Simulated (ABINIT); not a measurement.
## Al$_{2}$O$_{3}$: geometry relaxation (part 3 of 4)

Al$_{2}$O$_{3}$ (R-3c, 10 atoms in the cell); Kohn-Sham DFT of a periodic cell, LDA, PseudoDojo NC SR LDA v0.4.1 standard, no spin polarisation (ABINIT 10.8.3); cutoff 1142.88 eV, 4×4×4 k-mesh, fermi-dirac of 0.05 eV. The structure derives from an entry of the Crystallography Open Database.

Geometry of the input (Å; fractional positions):
```
2.3803  1.3742  4.3319
-2.3803  1.3742  4.3319
0.0000  -2.7485  4.3319
Al 0.3522  0.3522  0.3522
Al 0.1478  0.1478  0.1478
Al 0.6478  0.6478  0.6478
Al 0.8522  0.8522  0.8522
O  0.5567  0.9433  0.2500
O  0.2500  0.5567  0.9433
O  0.9433  0.2500  0.5567
O  0.4433  0.0567  0.7500
O  0.7500  0.4433  0.0567
O  0.0567  0.7500  0.4433
```

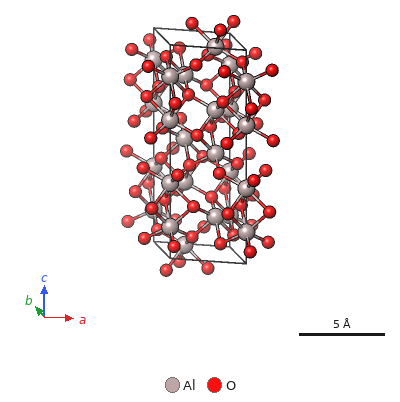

*The input geometry (ball-and-stick view of the cell 3 times as large as that of the calculation, set on its symmetry axes, seen slightly off an axis; bonded neighbours outside the cell are drawn too).*

Log, continued
```
 Cartesian coordinates (xcart) [bohr]
 -2.60046034710046E-16 -6.58718579213835E-11  8.56041332186822E+00
 -7.53006838595347E-17 -2.76812597561731E-11  3.59730689190943E+00
  1.84511292280346E-16 -1.21233679526578E-10  1.57550271056871E+01
 -1.84511292280346E-16 -1.59424483849724E-10  2.07181335356459E+01
 -1.72661857857360E+00  2.57127040624066E+00  1.41840069160739E+01
 -1.36347620261981E+00 -2.78093075496923E+00  1.41840069160739E+01
  3.09009478119342E+00  2.09660348401133E-01  1.41840069160739E+01
  1.72661857857360E+00 -2.57127040642777E+00  1.01314335114814E+01
  1.36347620261981E+00  2.78093075478212E+00  1.01314335114814E+01
 -3.09009478119342E+00 -2.09660348588238E-01  1.01314335114814E+01
 Reduced coordinates (xred)
  3.52056683792048E-01  3.52056683792048E-01  3.52056683792048E-01
  1.47943316207952E-01  1.47943316207952E-01  1.47943316207952E-01
  6.47943316207952E-01  6.47943316207952E-01  6.47943316207952E-01
  8.52056683792048E-01  8.52056683792048E-01  8.52056683792048E-01
  5.56153468211341E-01  9.43846531788659E-01  2.50000000000000E-01
  2.50000000000000E-01  5.56153468211341E-01  9.43846531788659E-01
  9.43846531788660E-01  2.50000000000000E-01  5.56153468211341E-01
  4.43846531788659E-01  5.61534682113406E-02  7.50000000000000E-01
  7.50000000000000E-01  4.43846531788659E-01  5.61534682113406E-02
  5.61534682113406E-02  7.50000000000000E-01  4.43846531788659E-01
 Cartesian forces (fcart) [Ha/bohr]; max,rms= 8.59290E-04 4.91902E-04 (free atoms)
  1.34179668283520E-19 -1.72563992983995E-19 -8.40944651678425E-04
 -4.74434944846800E-20  4.24597322857341E-20  8.40944651678425E-04
 -1.55863711733230E-19  1.50879949534285E-19  8.40944651678425E-04
  1.23137683148131E-19 -6.41437757354442E-20 -8.40944651678425E-04
 -8.59289551520583E-04  2.53443996384057E-20  1.98415196392050E-20
  4.29644775760292E-04 -7.44166580826218E-04 -5.72629613909249E-15
  4.29644775760292E-04  7.44166580826218E-04  5.72626732080247E-15
  8.59289551520583E-04 -7.51391173500952E-20 -2.15547553523694E-20
 -4.29644775760292E-04  7.44166580826218E-04  5.72629442585678E-15
 -4.29644775760292E-04 -7.44166580826218E-04 -5.72629613909249E-15
 Gradient of E wrt nuclear positions in reduced coordinates (gred)
  6.81597986025266E-03  6.81597986025266E-03  6.81597986025266E-03
 -6.81597986025266E-03 -6.81597986025266E-03 -6.81597986025266E-03
 -6.81597986025266E-03 -6.81597986025266E-03 -6.81597986025266E-03
  6.81597986025266E-03  6.81597986025266E-03  6.81597986025266E-03
  3.82690701334595E-03 -3.82690701334595E-03 -3.04838200776351E-20
 -2.45259130000417E-19  3.82690701334595E-03 -3.82690701334595E-03
 -3.82690701334595E-03 -1.67825291091113E-20  3.82690701334595E-03
 -3.82690701334595E-03  3.82690701334595E-03 -2.11701521040754E-19
  1.97207895414279E-19 -3.82690701334595E-03  3.82690701334595E-03
  3.82690701334595E-03 -2.84186955033161E-20 -3.82690701334595E-03
 Scale of Primitive Cell (acell) [bohr]
  1.87105177347473E+00  1.87105177347473E+00  1.87105177347473E+00
 Real space primitive translations (rprimd) [bohr]
  4.45357098381323E+00  2.57127040628744E+00  8.10514680918510E+00
 -4.45357098381323E+00  2.57127040628744E+00  8.10514680918510E+00
  0.00000000000000E+00 -5.14254081276198E+00  8.10514680918510E+00
 Unitary Cell Volume (ucvol) [Bohr^3]=  5.56888521305694E+02
 Angles (23,13,12)= [degrees]
  5.52866708037599E+01  5.52866708037599E+01  5.52866708040645E+01
 Lengths [Bohr]
  9.59891300140574E+00  9.59891300140574E+00  9.59891300144793E+00
 Stress tensor in cartesian coordinates (strten) [Ha/bohr^3]
 -1.16726866559690E-05  0.00000000000000E+00  0.00000000000000E+00
  0.00000000000000E+00 -1.16726866086006E-05  4.74907163640285E-14
  0.00000000000000E+00  4.74907163640285E-14  1.23060049957062E-05
 Total energy (etotal) [Ha]= -1.09205340438714E+02

 Difference of energy with previous step (new-old):
           Absolute (Ha)=-1.50824E-04
           Relative     =-1.38111E-06

--- Iteration: ( 4/60) Internal Cycle: (1/1)
--------------------------------------------------------------------------------

---SELF-CONSISTENT-FIELD CONVERGENCE--------------------------------------------

--- !BeginCycle
iteration_state: {dtset: 1, itime: 4, icycle: 1, }
solver: {iscf: 7, nstep: 100, nline: 4, wfoptalg: 0, }
tolerances: {tolvrs: 1.00E-10, }
...

     iter   Etot(hartree)      deltaE(h)  residm     vres2
 ETOT  1  -109.20533971183    -1.092E+02 4.152E-03 1.195E-01
 ETOT  2  -109.20534685701    -7.145E-06 2.377E-03 1.300E-03
 ETOT  3  -109.20534706872    -2.117E-07 9.610E-04 1.865E-04
 ETOT  4  -109.20534708629    -1.757E-08 1.442E-03 4.962E-05
 ETOT  5  -109.20534709471    -8.420E-09 5.747E-04 4.277E-07
 ETOT  6  -109.20534709473    -2.413E-11 8.522E-04 3.495E-09
 ETOT  7  -109.20534709473     3.013E-12 3.416E-04 1.929E-11

 At SCF step    7       vres2   =  1.93E-11 < tolvrs=  1.00E-10 =>converged.

 Cartesian components of stress tensor (hartree/bohr^3)
  sigma(1 1)= -1.04409897E-05  sigma(3 2)=  4.74892063E-14
  sigma(2 2)= -1.04409896E-05  sigma(3 1)=  0.00000000E+00
  sigma(3 3)=  1.26921226E-05  sigma(2 1)=  0.00000000E+00

--- !ResultsGS
iteration_state: {dtset: 1, itime: 4, icycle: 1, }
comment   : Summary of ground state results
lattice_vectors:
- [  4.4537543,   2.5713762,   8.1054804, ]
- [ -4.4537543,   2.5713762,   8.1054804, ]
- [  0.0000000,  -5.1427524,   8.1054804, ]
lattice_lengths: [   9.59931,    9.59931,    9.59931, ]
lattice_angles: [ 55.287,  55.287,  55.287, ] # degrees, (23, 13, 12)
lattice_volume:   5.5695728E+02
convergence: {deltae:  3.013E-12, res2:  1.929E-11, residm:  3.416E-04, diffor: null, }
etotal    :  -1.09205347E+02
entropy   :   0.00000000E+00
fermie    :   3.35747613E-01
cartesian_stress_tensor: # hartree/bohr^3
- [ -1.04409897E-05,   0.00000000E+00,   0.00000000E+00, ]
- [  0.00000000E+00,  -1.04409896E-05,   4.74892063E-14, ]
- [  0.00000000E+00,   4.74892063E-14,   1.26921226E-05, ]
pressure_GPa:   8.0318E-02
xred      :
- [  3.5202E-01,   3.5202E-01,   3.5202E-01, Al]
- [  1.4798E-01,   1.4798E-01,   1.4798E-01, Al]
- [  6.4798E-01,   6.4798E-01,   6.4798E-01, Al]
- [  8.5202E-01,   8.5202E-01,   8.5202E-01, Al]
- [  5.5605E-01,   9.4395E-01,   2.5000E-01,  O]
- [  2.5000E-01,   5.5605E-01,   9.4395E-01,  O]
- [  9.4395E-01,   2.5000E-01,   5.5605E-01,  O]
- [  4.4395E-01,   5.6054E-02,   7.5000E-01,  O]
- [  7.5000E-01,   4.4395E-01,   5.6054E-02,  O]
- [  5.6054E-02,   7.5000E-01,   4.4395E-01,  O]
cartesian_forces: # hartree/bohr
- [ -1.76764501E-19,   2.99966603E-20,  -6.37499328E-04, ]
- [  3.49612432E-21,   1.04125453E-19,   6.37499328E-04, ]
- [  1.00870349E-19,  -8.31261681E-21,   6.37499328E-04, ]
- [ -6.83442841E-20,  -1.94879480E-19,  -6.37499328E-04, ]
- [ -6.14893535E-04,  -4.13902719E-21,  -3.11089890E-20, ]
- [  3.07446767E-04,  -5.32513422E-04,  -4.09764170E-15, ]
- [  3.07446767E-04,   5.32513422E-04,   4.09762543E-15, ]
- [  6.14893535E-04,  -1.28198396E-21,  -1.22590978E-20, ]
- [ -3.07446767E-04,   5.32513422E-04,   4.09762543E-15, ]
- [ -3.07446767E-04,  -5.32513422E-04,  -4.09764170E-15, ]
force_length_stats: {min:   6.14893535E-04, max:   6.37499328E-04, mean:   6.23935852E-04, }
...

 Integrated electronic density in atomic spheres:
 ------------------------------------------------
 Atom  Sphere_radius  Integrated_density
    1        2.00000          1.14717633
    2        2.00000          1.14717633
    3        2.00000          1.14717633
    4        2.00000          1.14717633
    5        2.00000          6.46210518
    6        2.00000          6.46210518
    7        2.00000          6.46210518
    8        2.00000          6.46210518
    9        2.00000          6.46210518
   10        2.00000          6.46210518

---OUTPUT-----------------------------------------------------------------------

 Cartesian coordinates (xcart) [bohr]
 -3.48859812453860E-16 -6.58740139669442E-11  8.55991276981624E+00
 -9.75549907245898E-17 -2.76825453726194E-11  3.59830776315902E+00
  5.12499436682267E-17 -1.21238628884879E-10  1.57565282961343E+01
 -5.12499436682267E-17 -1.59430636721669E-10  2.07181333027915E+01
 -1.72757614086908E+00  2.57137622015346E+00  1.41845906218045E+01
 -1.36308905900863E+00 -2.78181293519923E+00  1.41845906218045E+01
  3.09066519987771E+00  2.10436714718322E-01  1.41845906218045E+01
  1.72757614086908E+00 -2.57137622034057E+00  1.01318504441461E+01
  1.36308905900863E+00  2.78181293501211E+00  1.01318504441461E+01
 -3.09066519987771E+00 -2.10436714905433E-01  1.01318504441460E+01
 Reduced coordinates (xred)
  3.52021611493237E-01  3.52021611493237E-01  3.52021611493238E-01
  1.47978388506763E-01  1.47978388506763E-01  1.47978388506762E-01
  6.47978388506763E-01  6.47978388506763E-01  6.47978388506762E-01
  8.52021611493237E-01  8.52021611493237E-01  8.52021611493238E-01
  5.56053944554514E-01  9.43946055445486E-01  2.50000000000000E-01
  2.49999999999999E-01  5.56053944554513E-01  9.43946055445487E-01
  9.43946055445487E-01  2.50000000000000E-01  5.56053944554513E-01
  4.43946055445486E-01  5.60539445545139E-02  7.50000000000000E-01
  7.50000000000001E-01  4.43946055445487E-01  5.60539445545134E-02
  5.60539445545133E-02  7.49999999999999E-01  4.43946055445487E-01
 Cartesian forces (fcart) [Ha/bohr]; max,rms= 6.37499E-04 3.60286E-04 (free atoms)
 -1.76764501325439E-19  2.99966602595741E-20 -6.37499327999979E-04
  3.49612432000369E-21  1.04125453143175E-19  6.37499327999979E-04
  1.00870349251454E-19 -8.31261680986405E-21  6.37499327999979E-04
 -6.83442840768884E-20 -1.94879479646504E-19 -6.37499327999979E-04
 -6.14893534643324E-04 -4.13902718570527E-21 -3.11089889845489E-20
  3.07446767321662E-04 -5.32513421625969E-04 -4.09764169584848E-15
  3.07446767321662E-04  5.32513421625969E-04  4.09762543281587E-15
  6.14893534643324E-04 -1.28198395596521E-21 -1.22590978439549E-20
 -3.07446767321662E-04  5.32513421625969E-04  4.09762543281587E-15
 -3.07446767321662E-04 -5.32513421625969E-04 -4.09764169584848E-15
 Gradient of E wrt nuclear positions in reduced coordinates (gred)
  5.16723827963152E-03  5.16723827963152E-03  5.16723827963152E-03
 -5.16723827963152E-03 -5.16723827963152E-03 -5.16723827963152E-03
 -5.16723827963152E-03 -5.16723827963152E-03 -5.16723827963152E-03
  5.16723827963152E-03  5.16723827963152E-03  5.16723827963152E-03
  2.73858469867938E-03 -2.73858469867938E-03  2.30867306927085E-19
  2.78312224808044E-19  2.73858469867938E-03 -2.73858469867938E-03
 -2.73858469867938E-03  7.03479009914966E-20  2.73858469867938E-03
 -2.73858469867938E-03  2.73858469867938E-03  9.27729506297492E-20
 -1.46492533505604E-19 -2.73858469867938E-03  2.73858469867938E-03
  2.73858469867938E-03  6.14717903109430E-20 -2.73858469867938E-03
 Scale of Primitive Cell (acell) [bohr]
  1.87112877171992E+00  1.87112877171992E+00  1.87112877171992E+00
 Real space primitive translations (rprimd) [bohr]
  4.45375425888635E+00  2.57137622020024E+00  8.10548035531684E+00
 -4.45375425888635E+00  2.57137622020024E+00  8.10548035531684E+00
  0.00000000000000E+00 -5.14275244058758E+00  8.10548035531684E+00
 Unitary Cell Volume (ucvol) [Bohr^3]=  5.56957276009542E+02
 Angles (23,13,12)= [degrees]
  5.52866708037599E+01  5.52866708037599E+01  5.52866708040645E+01
 Lengths [Bohr]
  9.59930801958072E+00  9.59930801958072E+00  9.59930801962292E+00
 Stress tensor in cartesian coordinates (strten) [Ha/bohr^3]
 -1.04409896801343E-05  0.00000000000000E+00  0.00000000000000E+00
  0.00000000000000E+00 -1.04409896327685E-05  4.74892062728611E-14
  0.00000000000000E+00  4.74892062728611E-14  1.26921225640586E-05
 Total energy (etotal) [Ha]= -1.09205347094729E+02

 Difference of energy with previous step (new-old):
           Absolute (Ha)=-6.65602E-06
           Relative     =-6.09495E-08

--- Iteration: ( 5/60) Internal Cycle: (1/1)
--------------------------------------------------------------------------------

---SELF-CONSISTENT-FIELD CONVERGENCE--------------------------------------------

--- !BeginCycle
iteration_state: {dtset: 1, itime: 5, icycle: 1, }
solver: {iscf: 7, nstep: 100, nline: 4, wfoptalg: 0, }
tolerances: {tolvrs: 1.00E-10, }
...

     iter   Etot(hartree)      deltaE(h)  residm     vres2
 ETOT  1  -109.20530213501    -1.092E+02 1.595E-05 8.495E-01
 ETOT  2  -109.20535301697    -5.088E-05 9.192E-06 9.940E-03
 ETOT  3  -109.20535456453    -1.548E-06 3.396E-05 1.794E-03
 ETOT  4  -109.20535477677    -2.122E-07 5.387E-06 4.032E-04
 ETOT  5  -109.20535484394    -6.717E-08 1.842E-05 2.829E-06
 ETOT  6  -109.20535484407    -1.290E-10 3.256E-06 2.522E-08
 ETOT  7  -109.20535484407     4.263E-13 1.000E-05 1.611E-10
 ETOT  8  -109.20535484407     1.407E-12 2.363E-06 7.315E-13

 At SCF step    8       vres2   =  7.31E-13 < tolvrs=  1.00E-10 =>converged.

 Cartesian components of stress tensor (hartree/bohr^3)
  sigma(1 1)= -6.92630910E-06  sigma(3 2)=  4.74824206E-14
  sigma(2 2)= -6.92630905E-06  sigma(3 1)=  0.00000000E+00
  sigma(3 3)=  1.37443014E-05  sigma(2 1)=  0.00000000E+00

--- !ResultsGS
iteration_state: {dtset: 1, itime: 5, icycle: 1, }
comment   : Summary of ground state results
lattice_vectors:
- [  4.4542807,   2.5716802,   8.1064385, ]
- [ -4.4542807,   2.5716802,   8.1064385, ]
- [  0.0000000,  -5.1433604,   8.1064385, ]
lattice_lengths: [   9.60044,    9.60044,    9.60044, ]
lattice_angles: [ 55.287,  55.287,  55.287, ] # degrees, (23, 13, 12)
lattice_volume:   5.5715481E+02
convergence: {deltae:  1.407E-12, res2:  7.315E-13, residm:  2.363E-06, diffor: null, }
etotal    :  -1.09205355E+02
entropy   :   0.00000000E+00
fermie    :   3.35553823E-01
cartesian_stress_tensor: # hartree/bohr^3
- [ -6.92630910E-06,   0.00000000E+00,   0.00000000E+00, ]
- [  0.00000000E+00,  -6.92630905E-06,   4.74824206E-14, ]
- [  0.00000000E+00,   4.74824206E-14,   1.37443014E-05, ]
pressure_GPa:   1.0623E-03
xred      :
- [  3.5192E-01,   3.5192E-01,   3.5192E-01, Al]
- [  1.4808E-01,   1.4808E-01,   1.4808E-01, Al]
- [  6.4808E-01,   6.4808E-01,   6.4808E-01, Al]
- [  8.5192E-01,   8.5192E-01,   8.5192E-01, Al]
- [  5.5579E-01,   9.4421E-01,   2.5000E-01,  O]
- [  2.5000E-01,   5.5579E-01,   9.4421E-01,  O]
- [  9.4421E-01,   2.5000E-01,   5.5579E-01,  O]
- [  4.4421E-01,   5.5787E-02,   7.5000E-01,  O]
- [  7.5000E-01,   4.4421E-01,   5.5787E-02,  O]
- [  5.5787E-02,   7.5000E-01,   4.4421E-01,  O]
cartesian_forces: # hartree/bohr
- [ -2.83088689E-21,   2.07333454E-21,  -6.64199051E-05, ]
- [  1.57057877E-20,  -8.84959812E-21,   6.64199051E-05, ]
- [ -1.00170789E-20,   5.20349939E-21,   6.64199051E-05, ]
- [ -2.83088689E-21,  -1.19797630E-20,  -6.64199051E-05, ]
- [  4.41857864E-05,   5.13215019E-21,   3.05045860E-21, ]
- [ -2.20928932E-05,   3.82660135E-05,   2.94455592E-16, ]
- [ -2.20928932E-05,  -3.82660135E-05,  -2.94455022E-16, ]
- [ -4.41857864E-05,   3.40075058E-21,   3.28775877E-22, ]
- [  2.20928932E-05,  -3.82660135E-05,  -2.94452213E-16, ]
- [  2.20928932E-05,   3.82660135E-05,   2.94457286E-16, ]
force_length_stats: {min:   4.41857864E-05, max:   6.64199051E-05, mean:   5.30794339E-05, }
...

 Integrated electronic density in atomic spheres:
 ------------------------------------------------
 Atom  Sphere_radius  Integrated_density
    1        2.00000          1.14749266
    2        2.00000          1.14749266
    3        2.00000          1.14749266
    4        2.00000          1.14749266
    5        2.00000          6.46314978
    6        2.00000          6.46314978
    7        2.00000          6.46314978
    8        2.00000          6.46314978
    9        2.00000          6.46314978
   10        2.00000          6.46314978

---OUTPUT-----------------------------------------------------------------------
```
